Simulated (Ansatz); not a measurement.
System: TaN.

```xyz
2
Lattice="2.9380 0.0000 0.0000 -1.4690 2.5444 0.0000 0.0000 0.0000 2.8830" Properties=species:S:1:pos:R:3 pbc="T T T"
Ta    0.0000    0.0000    1.4415
N     1.4690    0.8481    0.0000
```

Space group P-6m2; computed pressure about −4 GPa in this cell.

Computed with Kohn-Sham DFT of a periodic cell, HSE06, Ansatz PAW in Ansatz 0.2.0.

> What can the converged valence pseudo-density and electron localisation function tell about the bonding?

Ta–N (2.23 Å): ρ is about 0.54 e/Å³ halfway; the ELF peaks at about 0.80 in the valence shell of N, 0.7 Å from its nucleus, and is about 0.20 at the midpoint: no shared electron pair shows on this line.
Ta–Ta (2.88 Å): ρ at the midpoint is about 0.29 e/Å³; the ELF is about 0.25 at the midpoint: no shared electron pair shows on this line.
The ELF has a maximum of about 0.85 in the space between the atoms, on no atom or two-centre bond.

> Does the calculation make it a metal, or give it a gap?

It is gapless in this calculation (a metal or semimetal); semilocal functionals without U, or without the true magnetic order, often close the gap of such compounds.

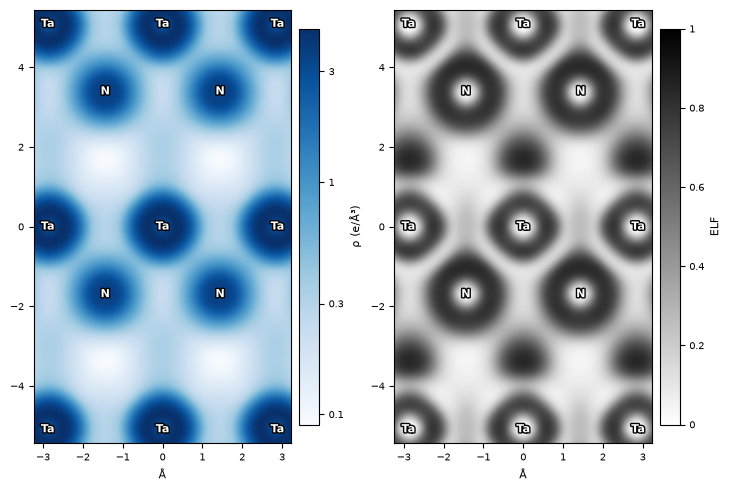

Computed valence pseudo-density and electron localisation function on the (110) plane of the conventional cell, in this order. 

Core electrons are frozen (PAW), and the valence fields are smoothed inside the atomic spheres.
